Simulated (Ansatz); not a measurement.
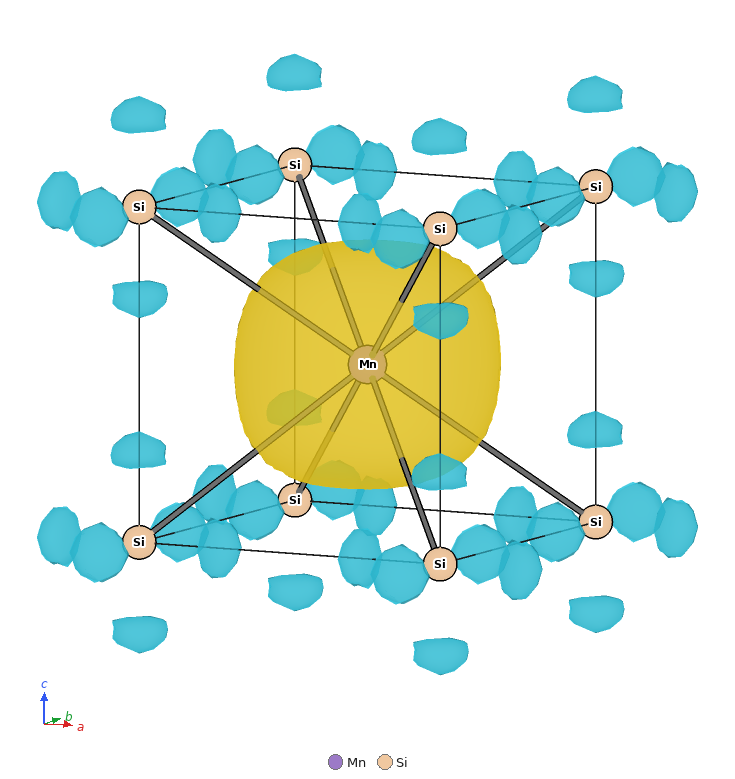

The picture shows: MnSi. Isosurfaces of the magnetisation density (up minus down) at +0.04 (yellow) and −0.04 e/Å³ (cyan), seen at an oblique angle. Sticks mark near contacts.

Space group Pm-3m; a structure from a database of computed crystals, not necessarily the ambient phase; a generated structure, not necessarily the stable one; spin-polarised.

Theory: Ansatz, Kohn-Sham DFT of a periodic cell, PBE0, Ansatz PAW.

In a PAW calculation such maps are meaningful between the atoms, not at the nuclei.

```yaml
crystal:
  lattice:
    - [2.93756, 0.00000, 0.00000]
    - [0.00000, 2.93756, 0.00000]
    - [0.00000, 0.00000, 2.93756]
  atoms:
    - { symbol: Mn, position: [0.50000, 0.50000, 0.50000] }
    - { symbol: Si, position: [0.00000, 0.00000, 0.00000] }
```

**Describe the spin distribution.**

The spin density sits on Mn: +3.1 μB in one cell of 2 atoms, with smaller moments on other sites: Si (up to −0.18 μB): parallel main moments, as they must be, since the calculation's own cell holds one magnetic site. The cell of the calculation (2 atoms) carries 2.9 μB of net spin moment.
